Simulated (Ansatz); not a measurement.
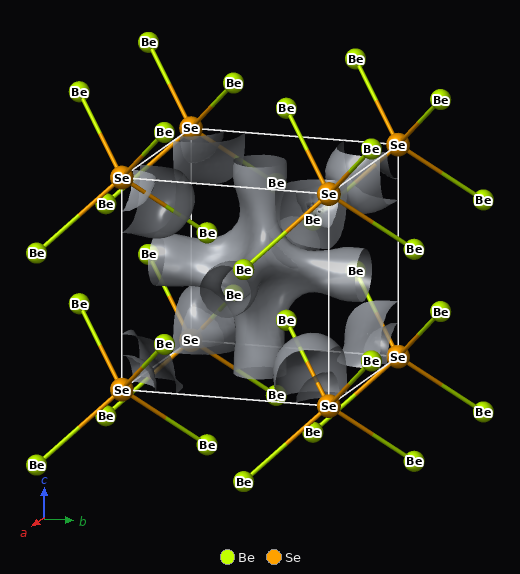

The picture shows: Be₄Se. Isosurface of the ELF at 0.7 (grey), seen slightly off an axis. Core shells and regions of very low density are left out. Sticks mark near contacts.

Space group P-43m; a structure generated by program, which may or may not match a known phase.

Method: DFT PBE, scalar-relativistic, plane waves, PAW in Ansatz.

Core electrons are frozen (PAW), and the valence fields are smoothed inside the atomic spheres.

Q: Describe the localisation domains.

A: At this value the surface marks out one region wrapped around Se (its valence shell) and one network that runs through the whole crystal, counted in one cell of 5 atoms. Regions shared between cells count once. Profiles from the grid: Be–Se (2.14 Å): the ELF peaks at about 0.90 between the atoms.

Q: Does the calculation give a band gap?

A: It is gapless in this calculation (a metal or semimetal).
